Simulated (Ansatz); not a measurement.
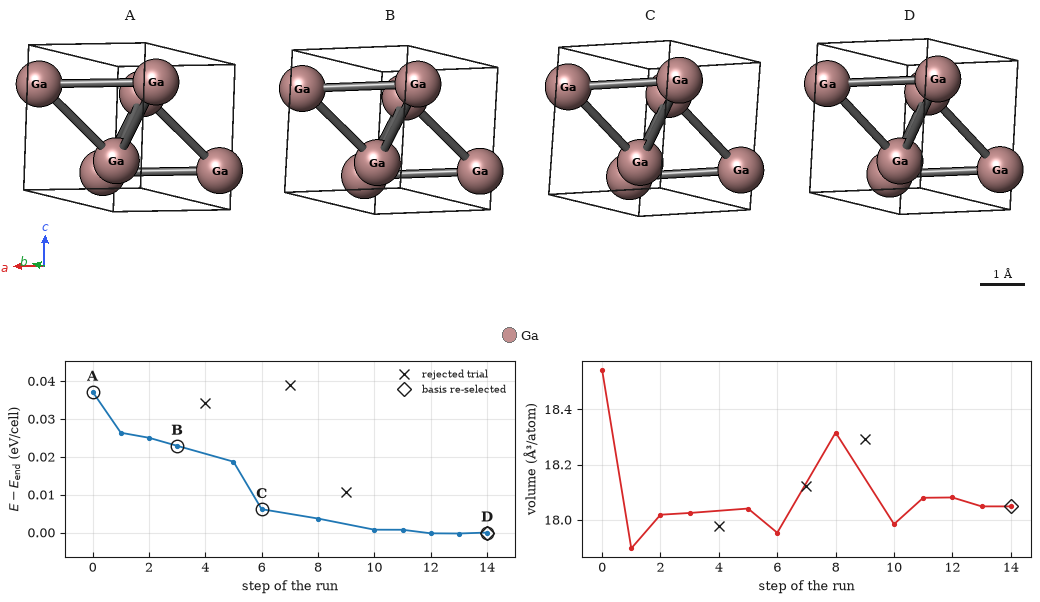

Frames of a relaxation of a crystal of Ga (set up in C2/c), marked on the history of the run. Style: ball-and-stick. Shown: the conventional cell (2 times the calculation's cell), from a free direction. Lengths and directions refer to the drawn axes.

The run lets cell and atoms move.

These are results of Ansatz, Kohn-Sham DFT of a periodic cell, PBEsol, spin-orbit coupling, Ansatz PAW, not measurements.

The input:
```yaml
crystal:
  lattice:
    - [1.383, -4.0265, 0.0]
    - [1.383, 4.0265, 0.0]
    - [-0.1174474948, 0.0, 3.3299294416]
  atoms:
    - { symbol: Ga, position: [0.131, 0.869, 0.75] }
    - { symbol: Ga, position: [0.869, 0.131, 0.25] }
hamiltonian:
  xc: pbesol
  pseudopotentials: { kind: paw_fr }
magnetization:
  noncollinear: true
  spin_orbit: true
kpoints:
  mp_grid: { grid: [7, 7, 6] }
scf:
  occupations: { method: fermi_dirac, width: 0.05 }
output:
  forces: true
  stress: true
  eigenvalues: true
relax:
  f_tol: 0.01
  max_steps: 40
  cell: { stress_tol: 0.05 }
```

Command:
```bash
ansatz run input.yaml --threads 2 --pin off --max-ram 5632MiB --backend cpu --events-out ev --progress --plain --runs-dir out
```

### Describe the path.

The energy falls by 37.2 meV per cell of the calculation in 10 accepted moves (14 points after the start). Largest force component: 0.14 eV/Å at the start, 0.0016 eV/Å at the end. Pressure: −1.53 GPa at the start and 0.01 GPa at the end. The line search rejected the trial steps at points 4, 7, 9 of the run. The SCF was repeated once at an unchanged geometry on a basis and grid sized afresh for the cell, which shifted the energy by 0.2 meV per cell of the calculation at most. The largest moves relative to the cell, 0.005 Å, are those of Ga atoms. The volume changes by −2.7 %, with a 2.766 → 2.615 Å (−5.4 %), b 8.053 → 8.089 Å (+0.4 %), c 3.332 → 3.423 Å (+2.7 %), β 92.0° → 94.5°. Some distances before and after: Ga–Ga 2.766 → 2.615 Å, Ga–Ga 2.688 → 2.732 Å, Ga–Ga 2.863 → 2.821 Å, Ga–Ga 2.920 → 2.943 Å. The space group stays C2/c (No. 15). At step 7 the optimiser overshot: the energy rose above the start, and later steps came back. The run took 2.3 min on 2 threads of Arm Neoverse V2 (shared host), peak memory 0.53 GiB. From step 0 to 3: volume −2.8 %, energy −14.3 meV per cell of the calculation. From step 3 to 6: Ga atoms move most (0.02 Å), volume −0.4 %, energy −16.7 meV per cell of the calculation. From step 6 to 14: volume +0.5 %, energy −6.2 meV per cell of the calculation.

```csv
step,"E − E(0), meV/atom","largest force component, eV/Å","pressure, GPa","volume, Å³/atom",note
0,0.00,0.1415,-1.53,18.543,
1,-5.40,0.0223,0.47,17.897,
2,-6.07,0.0020,0.01,18.018,
3,-7.13,0.0289,-0.18,18.025,
4,-1.50,0.0749,0.24,17.978,rejected
5,-9.22,0.0279,-0.23,18.041,
6,-15.49,0.0745,0.33,17.953,
7,0.96,0.1805,0.99,18.123,rejected
8,-16.73,0.1071,-0.82,18.316,
9,-13.25,0.1523,-0.24,18.292,rejected
10,-18.20,0.0393,0.22,17.984,
11,-18.21,0.0108,-0.09,18.080,
12,-18.68,0.0024,-0.08,18.081,
13,-18.70,0.0017,0.01,18.049,
14,-18.58,0.0016,0.01,18.049,"same geometry, new basis"
```
